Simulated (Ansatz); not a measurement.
MnO$_{2}$. A set of calculations on one system.

Space group P6_3/mmc; not relaxed (largest force 0.5 eV/Å); the calculation finds a residual pressure of about 8 GPa at this fixed cell; spin-polarised. Net moment 6.0 μB in the 6-atom cell of the calculation; other magnetic orders weren't tried. Effective Hubbard U: 3.9 eV on Mn d. The cell comes from a database of computed structures, not from a measurement.

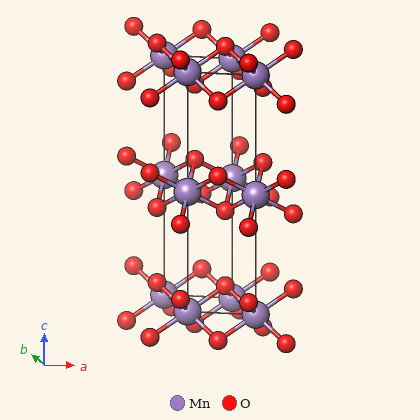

The conventional cell.

Input

```
crystal:
  lattice:
    - [2.8549554371, 0.0, 0.0]
    - [-1.4274777185, 2.4724639352, 0.0]
    - [0.0, 0.0, 10.2217427273]
  atoms:
    - { symbol: Mn, position: [0.0, 0.0, 0.0], spin: 4.0 }
    - { symbol: Mn, position: [0.0, 0.0, 0.5], spin: 4.0 }
    - { symbol: O, position: [0.33333333, 0.66666667, 0.90685645] }
    - { symbol: O, position: [0.33333333, 0.66666667, 0.59314355] }
    - { symbol: O, position: [0.66666667, 0.33333333, 0.09314355] }
    - { symbol: O, position: [0.66666667, 0.33333333, 0.40685645] }
magnetization:
  spin_polarized: true
basis:
  ecutwfc: 420
  fft_grid_basis: typed
kpoints:
  mp_grid: { grid: [12, 12, 4] }
hamiltonian:
  xc: pbe
  hubbard: { sites: [{ species: Mn, l: d, u_eff: 3.9 }] }
  pseudopotentials: { kind: paw }
scf:
  occupations: { method: gaussian, width: 0.05 }
output:
  forces: true
  stress: true
  eigenvalues: true
  bader: true
  write_density: true
  volumetric_format: npy
  populations: true
  elf: true
```

Command:

```sh
ansatz run input.yaml --threads 2 --pin off --max-ram 4096MiB --backend cpu --events-out ev --progress --plain --runs-dir out
```

The picture shows the conventional cell (a = 2.85 Å, b = 2.85 Å, c = 10.22 Å, α = 90.00°, β = 90.00°, γ = 120.00°).

Method: DFT PBE+U, scalar-relativistic, plane waves, PAW in Ansatz.

Core electrons are frozen (PAW), so the maps are meaningful between the atoms, not at the nuclei.

### 1. Bonding charge

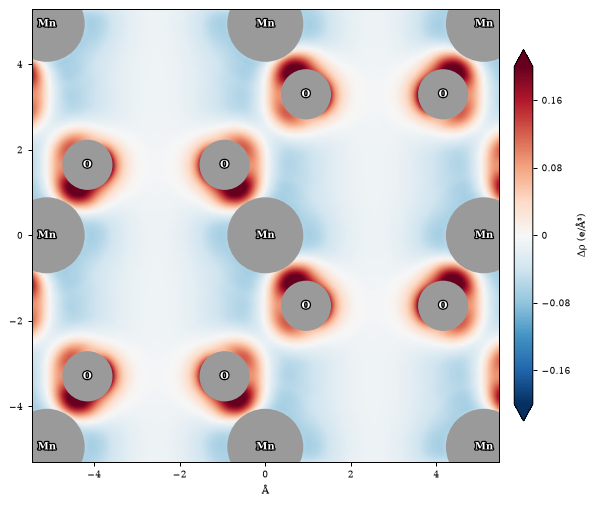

Density of the crystal less the sum of free-atom densities: a map on the (110) plane of the conventional cell, with grey discs over the atomic cores. Cores are masked to 0.9 Å (Mn) and 0.6 Å (O).

> What does the deformation density say about the bonding?

Mn–O (1.90 Å): Δρ is +0.11 e/Å³ at the midpoint (close to a masked core, so read it with care).
Mn–Mn (2.85 Å): Δρ is −0.015 e/Å³ at the midpoint (this contact isn't in the plane drawn).
Over the whole cell, outside the masked cores, the largest gain lies at the edge of the masked core of O, and the largest loss, 0.07 e/Å³, lies 1.0 Å from a manganese nucleus and 1.5 Å from an oxygen one.
In all about 0.24 e an atom is rearranged against the free atoms.
Bader charges: Mn +1.91 and O −0.96 e.

### 2. One group of states

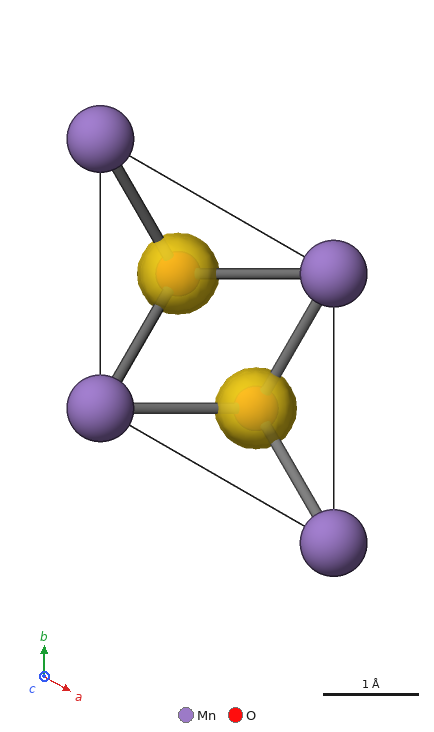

Density of the Kohn–Sham states from −0.6 to 0.0 eV about the valence-band maximum (the top of the valence band), scaled to one electron a cell: yellow surface at 0.1 1/Å³, in the conventional cell seen along the c axis.

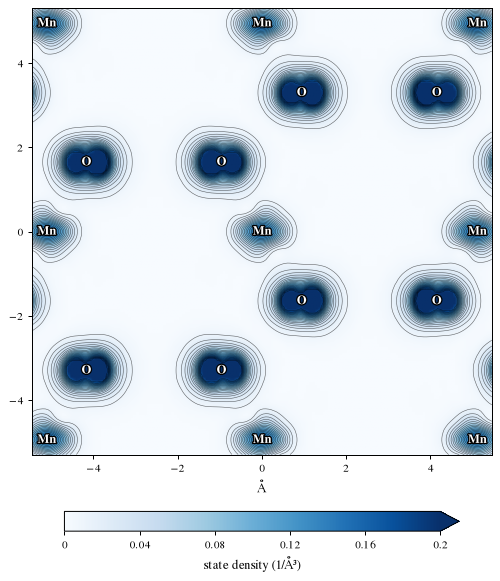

Second picture: a map on the (110) plane of the conventional cell.

> Which atoms and orbitals make up these states?

Löwdin projections on the PAW files' atomic orbitals give O 2p (90 %) and Mn 3d (10 %). In space (atomic cells sized by Bader volumes) the density divides as O about 85 % and Mn about 15 %. It nearly vanishes midway along the shortest Mn–Mn contact. Its net spin polarisation is +61 % (up less down).

### 3. Another level of theory

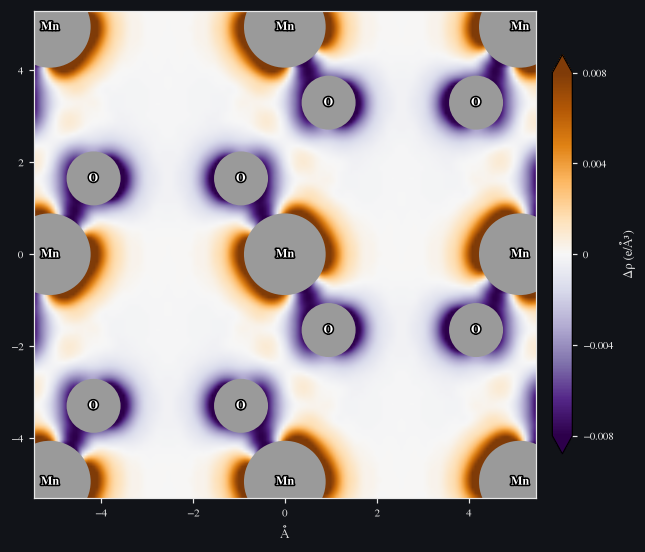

MnO$_{2}$: difference of two self-consistent densities at the same geometry, ρ(PBE) − ρ(PBE+U), on the (110) plane of the conventional cell. Grey discs cover the cores, where the PAW densities can't be compared. Cores are masked to 0.9 Å (Mn) and 0.6 Å (O).

Both runs: Ansatz, scalar-relativistic, plane waves and PAW, same cutoff, k-points and PAW files (made with PBE). Effective U: 3.9 eV on Mn d.

> How does the change of level move the electrons?

Against PBE+U, and outside the masked cores, the largest gain lies at the edge of the masked core of Mn, and the largest loss lies at the edge of the masked core of O.
- Bader charges are Mn +1.91 and O −0.96 e with PBE+U and Mn +1.86 and O −0.93 e with PBE.
- At this volume the pressure is 8 GPa with PBE+U and 4 GPa with PBE.
- The gap on the mesh is 2.06 eV with PBE+U and 0.92 eV with PBE.
- The integrated |spin density| goes from 6.9 to 6.1 μB in the cell of the calculation, and part of the map comes from this change.

### 4. Putting it together

Charge passes from Mn (Pauling electronegativity 1.55) to O (3.44), the direction that the scale predicts; the Bader charges fall short of whole formal charges, as they usually do.

Run times: 74 s (base cell), 28 s (state densities) and 63 s (PBE), on 2 threads of Arm Neoverse N1, with other jobs on the host.
